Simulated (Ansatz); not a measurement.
## Geometry relaxation of IrO₂ (part 1 of 3)

- system: IrO₂ (slab, 15 atoms in the cell)
- method: DFT PBE, scalar-relativistic, plane waves, PAW, spin-polarised (Ansatz 0.2.0)

The structure derives from an entry of the Crystallography Open Database. The input holds or restrains some coordinates. Forces given for the steps count only the free coordinates. It belongs to a series of runs on one base structure; here: clean surface, atoms relaxed.

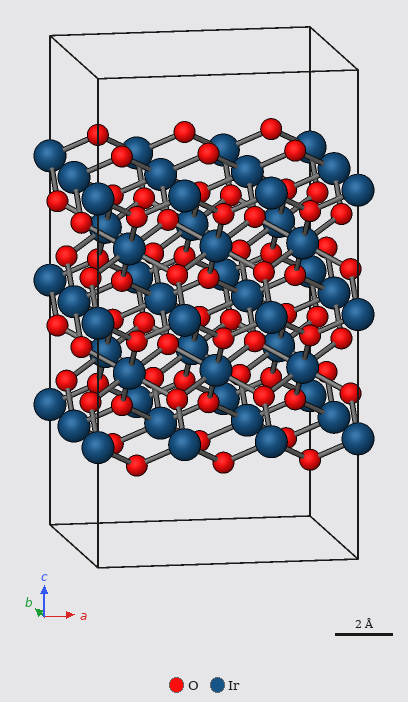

Figure 1. The starting structure (ball-and-stick view of the 3 × 2 repeat of the cell, with the vacuum cut short, seen slightly off an axis). An atom can appear more than once, as a periodic image.

### The input
```yaml
crystal:
  lattice:
    - [3.146, 0.0, 0.0]
    - [0.0, 4.499, 0.0]
    - [0.0, 0.0, 27.6986218584]
  atoms:
    - { symbol: O, position: [0.5, 0.189, 0.3068744735] }
    - { symbol: Ir, position: [0.0, 0.0, 0.3375731452], spin: 1.0 }
    - { symbol: O, position: [0.5, 0.811, 0.3682718168] }
    - { symbol: O, position: [0.0, 0.311, 0.3880878958] }
    - { symbol: Ir, position: [0.5, 0.5, 0.4187865778], spin: 1.0 }
    - { symbol: O, position: [0.0, 0.689, 0.4494852494] }
    - { symbol: O, position: [0.5, 0.189, 0.4693013284] }
    - { symbol: Ir, position: [0.0, 0.0, 0.5], spin: 1.0 }
    - { symbol: O, position: [0.5, 0.811, 0.5306986716] }
    - { symbol: O, position: [0.0, 0.311, 0.5505147506] }
    - { symbol: Ir, position: [0.5, 0.5, 0.5812134222], spin: 1.0 }
    - { symbol: O, position: [0.0, 0.689, 0.6119121042] }
    - { symbol: O, position: [0.5, 0.189, 0.6317281832] }
    - { symbol: Ir, position: [0.0, 0.0, 0.6624268548], spin: 1.0 }
    - { symbol: O, position: [0.5, 0.811, 0.6931255265] }
basis:
  ecutwfc: 420.0
  fft_grid_basis: typed
kpoints:
  mp_grid: { grid: [8, 6, 1] }
hamiltonian:
  xc: pbe
  pseudopotentials: { kind: paw }
scf:
  occupations: { method: gaussian, width: 0.05 }
output:
  forces: true
  eigenvalues: true
  populations: true
efield:
  axis: 3
  dipole_correction: true
  ramp_width: 0.04
magnetization:
  spin_polarized: true
relax:
  adjacent_minimum: "off"
  f_tol: 0.04
  max_steps: 40
  constraints: [{ sites: [0, 1, 2, 3, 4, 5, 6] }]
```

Run on 2 threads of AMD EPYC (Zen 3), 64 GiB of memory available, shared host.

Run as:
```bash
ansatz run input.yaml --threads 2 --pin off --max-ram 4423MiB --backend cpu --events-out ev --progress --plain --runs-dir out
```

### Log
```
Engine: ansatz 0.2.0, x86_64-unknown-linux-gnu
Pseudopotentials: kind: paw
Pseudopotential: O, paw, valence charge 6, recommended cutoff 420 eV (normal), O.paw.azcp
Pseudopotential: Ir, paw, valence charge 17, recommended cutoff 420 eV (normal), Ir.paw.azcp
Functional definition: PBE
  parameter kappa = 0.804
  parameter beta = 0.06672455060314922
  exchange = pbe_x(kappa = kappa, mu = beta*pi^2/3)
  correlation = pbe_c(beta = beta)
Crystal: 15 atoms, lattice volume = 392.042 Å³
Basis set: ecut = 420 eV, 7665 PW (Γ), exchange–correlation on 48×64×384 points (8 copies of the dense FFT grid, shifted against one another)
Bands: 90, of which v1, the nominal top of the filled ones, is band 73 counted from 1 (72 counted from 0)
Symmetry: 2 space group operations
k-points: 20 of 48 (time reversal used)
Non-local potential: O, projectors of the file, l = 0: 2, l = 1: 2, l = 2: 1
Non-local potential: Ir, projectors of the file, l = 0: 3, l = 1: 2, l = 2: 2, l = 3: 1
PAW form: soft (Blöchl's): semilocal exchange-correlation on the pseudo side does not see the compensation charge
PAW one-centre angular grid: O, 110 points (default); XC on 64 Gauss nodes
PAW one-centre angular grid: Ir, 590 points (default); XC on 64 Gauss nodes
Initial density: superposition of atomic densities (neutral atoms: chi_scale 0, normalization atom)
Starting moments: Σ|m| = 5 μB on 5 of 15 sites
Initial wavefunctions: pseudopotential atomic-orbital guess
Functional: x = pbe(κ = 0.804, μ = 0.2195149727645171), c = pbe(β = 0.06672455060314922)
SCF iter   1: F=—  HF=-65341.825246 eV  |F-HF|=—  |Δ(HF+E_count)|=         —  Δρ=6.06e-2 (↑6.06e-2 ↓4.95e-2)  dr2=4.12e1  dr2_m=3.92e-1  M=3.615 μB ∫|m|=3.805 μB  β_m=1.00  ethr=3.10e-3  p=0.000 e·Å  D=1.86e-13 V/Å  ΔV_dip=-0.00 eV  dr2_dipole=1.73e-8  V_vac-E_F(+/−)=6.53/6.53 eV  ⟨swp⟩=6.0  Hψ=13082  notcnv=0  defer=103
Mixer restart at iter 1: flushing history
efield: sawtooth ramp at fractional position 0.9800 (placed from the atoms, in the widest stretch of the axis that holds none; the zero of the levels goes with the place), width 0.0400; the density the first Hamiltonian is built on has a dipole p = 0.000 e·Å; the dipole correction subtracts the counter field D = 1.86e-13 V/Å, which shifts the + side's vacuum level by -0.00 eV against the − side's; the planar-averaged density in the ramp window peaks in size at 2.7e-7 e/Å³
preconditioner: auto → LDOS  [metal: Δε(μ)=0.009 eV  Ē_g=11.725 eV  σ=0.050 eV  W_gap=0.10  n_scr=76 (ndim 8)  ℏωp=19.2 eV  f_vac=0.548  D(μ)=8.49/eV (n_scr^D=42)]
spin=Collinear: LDOS preconditioning applied to the charge; magnetization (m = ρ↑ − ρ↓) channel mixes plain (no charge-response kernel on spin).
SCF iter   2: F=—  HF=-65337.250945 eV  |F-HF|=—  |Δ(HF+E_count)|=    4.57e0  Δρ=3.74e-2 (↑3.74e-2 ↓3.37e-2)  dr2=1.87e1  dr2_m=2.16e-2  M=3.433 μB ∫|m|=3.584 μB  β_m=0.51  ethr=3.10e-3  p=-0.000 e·Å  D=-2.93e-6 V/Å  ΔV_dip=0.00 eV  dr2_dipole=3.46e-7  V_vac-E_F(+/−)=6.17/6.17 eV  ⟨swp⟩=2.0  Hψ=5930  notcnv=0  defer=439
density mixer auto → msr1: a metal under ldos (density of states about μ 1.47 of a free-electron gas's, 76 screened modes)
SCF iter   3: F=—  HF=-65333.620016 eV  |F-HF|=—  |Δ(HF+E_count)|=    3.63e0  Δρ=1.26e-2 (↑1.13e-2 ↓1.26e-2)  dr2=6.17e-1  dr2_m=2.18e-1  M=2.783 μB ∫|m|=2.930 μB  β_m=0.72  ethr=3.10e-3  p=-0.000 e·Å  D=-8.83e-6 V/Å  ΔV_dip=0.00 eV  dr2_dipole=2.35e-6  V_vac-E_F(+/−)=5.83/5.83 eV  ⟨swp⟩=2.4  Hψ=6236  notcnv=0  defer=438
SCF iter   4: F=—  HF=-65334.143241 eV  |F-HF|=—  |Δ(HF+E_count)|=   5.23e-1  Δρ=4.73e-3 (↑4.73e-3 ↓4.47e-3)  dr2=6.90e-2  dr2_m=5.51e-2  M=1.975 μB ∫|m|=2.071 μB  β_m=0.86  ethr=4.26e-4  p=-0.000 e·Å  D=-6.34e-6 V/Å  ΔV_dip=0.00 eV  dr2_dipole=3.46e-7  V_vac-E_F(+/−)=6.02/6.02 eV  ⟨swp⟩=2.6  Hψ=6642  notcnv=0  defer=426
SCF iter   5: F=—  HF=-65334.316437 eV  |F-HF|=—  |Δ(HF+E_count)|=         —  Δρ=5.29e-3 (↑4.94e-3 ↓5.29e-3)  dr2=1.20e-2  dr2_m=9.19e-2  M=0.767 μB ∫|m|=0.853 μB  β_m=0.86  ethr=4.76e-5  p=-0.000 e·Å  D=-3.78e-6 V/Å  ΔV_dip=0.00 eV  dr2_dipole=2.23e-9  V_vac-E_F(+/−)=5.96/5.96 eV  ⟨swp⟩=2.0  Hψ=6562  notcnv=0  defer=426
SCF iter   6: F=—  HF=-65334.314461 eV  |F-HF|=—  |Δ(HF+E_count)|=   1.98e-3  Δρ=2.10e-3 (↑1.96e-3 ↓2.10e-3)  dr2=1.19e-2  dr2_m=1.35e-2  M=0.463 μB ∫|m|=0.519 μB  β_m=0.93  ethr=8.27e-6  p=-0.000 e·Å  D=-3.45e-6 V/Å  ΔV_dip=0.00 eV  dr2_dipole=8.70e-9  V_vac-E_F(+/−)=5.96/5.96 eV  ⟨swp⟩=2.1  Hψ=6749  notcnv=0  defer=423
SCF iter   7: F=—  HF=-65334.316990 eV  |F-HF|=—  |Δ(HF+E_count)|=   2.53e-3  Δρ=8.72e-4 (↑8.72e-4 ↓6.91e-4)  dr2=3.17e-3  dr2_m=1.70e-3  M=0.211 μB ∫|m|=0.258 μB  β_m=0.97  ethr=8.24e-6  p=-0.000 e·Å  D=-5.99e-6 V/Å  ΔV_dip=0.00 eV  dr2_dipole=1.01e-8  V_vac-E_F(+/−)=5.93/5.93 eV  ⟨swp⟩=2.1  Hψ=5867  notcnv=0  defer=416
SCF iter   8: F=—  HF=-65334.317726 eV  |F-HF|=—  |Δ(HF+E_count)|=   7.36e-4  Δρ=5.11e-4 (↑5.11e-4 ↓3.92e-4)  dr2=2.02e-3  dr2_m=4.87e-4  M=0.123 μB ∫|m|=0.150 μB  β_m=0.98  ethr=2.19e-6  p=0.000 e·Å  D=4.51e-7 V/Å  ΔV_dip=-0.00 eV  dr2_dipole=2.40e-11  V_vac-E_F(+/−)=5.92/5.92 eV  ⟨swp⟩=2.2  Hψ=6544  notcnv=0  defer=398
SCF iter   9: F=—  HF=-65334.317801 eV  |F-HF|=—  |Δ(HF+E_count)|=   7.48e-5  Δρ=1.89e-4 (↑1.67e-4 ↓1.89e-4)  dr2=6.18e-4  dr2_m=3.57e-5  M=0.030 μB ∫|m|=0.035 μB  β_m=0.86  ethr=1.39e-6  p=-0.000 e·Å  D=-2.43e-8 V/Å  ΔV_dip=0.00 eV  dr2_dipole=6.28e-13  V_vac-E_F(+/−)=5.90/5.90 eV  ⟨swp⟩=2.1  Hψ=6134  notcnv=0  defer=398
SCF iter  10: F=—  HF=-65334.317781 eV  |F-HF|=—  |Δ(HF+E_count)|=   2.00e-5  Δρ=1.18e-4 (↑9.03e-5 ↓1.18e-4)  dr2=1.61e-4  dr2_m=1.72e-5  M=0.024 μB ∫|m|=0.028 μB  β_m=0.88  ethr=4.26e-7  p=0.000 e·Å  D=1.16e-7 V/Å  ΔV_dip=-0.00 eV  dr2_dipole=2.51e-11  V_vac-E_F(+/−)=5.90/5.90 eV  ⟨swp⟩=2.0  Hψ=5208  notcnv=0  defer=398
SCF iter  11: F=—  HF=-65334.317808 eV  |F-HF|=—  |Δ(HF+E_count)|=   2.66e-5  Δρ=5.72e-5 (↑5.72e-5 ↓5.36e-5)  dr2=1.16e-5  dr2_m=9.94e-6  M=0.020 μB ∫|m|=0.023 μB  β_m=0.92  ethr=1.11e-7  p=0.000 e·Å  D=1.95e-7 V/Å  ΔV_dip=-0.00 eV  dr2_dipole=1.12e-11  V_vac-E_F(+/−)=5.91/5.91 eV  ⟨swp⟩=2.0  Hψ=5445  notcnv=0  defer=398
SCF iter  12: F=—  HF=-65334.317813 eV  |F-HF|=—  |Δ(HF+E_count)|=   5.54e-6  Δρ=2.40e-5 (↑2.40e-5 ↓2.25e-5)  dr2=1.43e-6  dr2_m=1.60e-6  M=0.008 μB ∫|m|=0.009 μB  β_m=0.96  ethr=8.03e-9  p=-0.000 e·Å  D=-4.76e-8 V/Å  ΔV_dip=0.00 eV  dr2_dipole=2.45e-12  V_vac-E_F(+/−)=5.91/5.91 eV  ⟨swp⟩=3.3  Hψ=7861  notcnv=0  defer=398
SCF iter  13: F=—  HF=-65334.317817 eV  |F-HF|=—  |Δ(HF+E_count)|=   4.04e-6  Δρ=6.82e-6 (↑5.89e-6 ↓6.82e-6)  dr2=6.16e-7  dr2_m=3.36e-8  M=0.001 μB ∫|m|=0.001 μB  β_m=0.87  ethr=9.87e-10  p=0.000 e·Å  D=1.05e-7 V/Å  ΔV_dip=-0.00 eV  dr2_dipole=5.36e-12  V_vac-E_F(+/−)=5.91/5.91 eV  ⟨swp⟩=2.9  Hψ=7176  notcnv=0  defer=398
SCF iter  14: F=-65334.317817 eV  HF=-65334.317818 eV  |F-HF|=1.25e-7  |Δ(HF+E_count)|=   4.84e-7  Δρ=2.61e-6 (↑2.31e-6 ↓2.61e-6)  dr2=2.83e-7  dr2_m=2.74e-9  M=0.000 μB ∫|m|=0.000 μB  ethr=4.25e-10  p=-0.000 e·Å  D=-1.19e-8 V/Å  ΔV_dip=0.00 eV  dr2_dipole=2.00e-21  V_vac-E_F(+/−)=5.91/5.91 eV  ⟨swp⟩=11.6  Hψ=15497  notcnv=0
WARN: the starting moments were not kept: the SCF closed with an absolute magnetisation of 3.0e-4 μB, where they sum to 5 μB in size (5 sites). That is at most 0.1 of that sum. Measured as dr2_m measures the in/out step, that magnetisation stands 9.1e-9 eV from none, at or under the dr2_threshold of 4.0e-5 eV: it is no larger than a step whose dr2_m would equal this threshold. The system may hold no moment; this SCF shows only that its start led to no more than that. To try another start: raise the starting moments (crystal.atoms[].spin, magnetization.per_species, magnetization.initial_magnetization, or on a non-collinear deck that types none of these the spinor_matrix: blocks that start its atoms; where the total moment is fixed, keep their sum and leave initial_magnetization as it is; typed ones take the place of any that the run laid by itself, positive ones on a crystal's lanthanoids without a Hubbard term where scf.initial_density.shell_occupations: [] is typed) or, if the notice of its spin-set hold's release reads "site moments contracting" or "site moments show no strong build", lengthen the hold (scf.mixing.spin_hold: { on: { confirm: 4 } }; for m-r²SCAN on two components see the key's manual first). Each may lead to a state that holds a moment. A second SCF, from the converged charge density, with the starting moments and any scf.initial_density.shell_occupations laid on it anew, would have followed, and was not run: the deck does not ask for one (magnetization.retry_lost_moments is false, the default). To let it run, set magnetization.retry_lost_moments: true and run the deck again, where that key's refused combinations let it; where memory then withholds it, that run's warning says so.
SCF 1 converged in 14 iterations: F = -65334.317817 eV  dr2 = 2.83e-7
  greatest PAW one-centre occupation: 1.000 electrons in one spin orbital (limit 2), on the Ir atom at site 7 (counted from 0), in its partial waves of l = 0
relax step   1: F+E_penalty+E_count = -65334.31781745 eV  Δ(F+E_penalty+E_count) = +0.000e0 eV  max|allowed force component| = 1.880e0 eV/Å  Δτ_max = 0.0000 Å  (14 SCF iters, dr2 threshold 4.00e-5 eV, accepted)
Initial density: handed on by an earlier stage of this run
Starting moments: Σ|m| = 5 μB on 5 of 15 sites; this step starts from the density that it was given
Initial wavefunctions: those handed on with the density
iter 1 solved again at ethr=2.02e-4 eV; its pass at ethr=3.10e-3 eV (dr2=2.93e-1 eV) is discarded
```
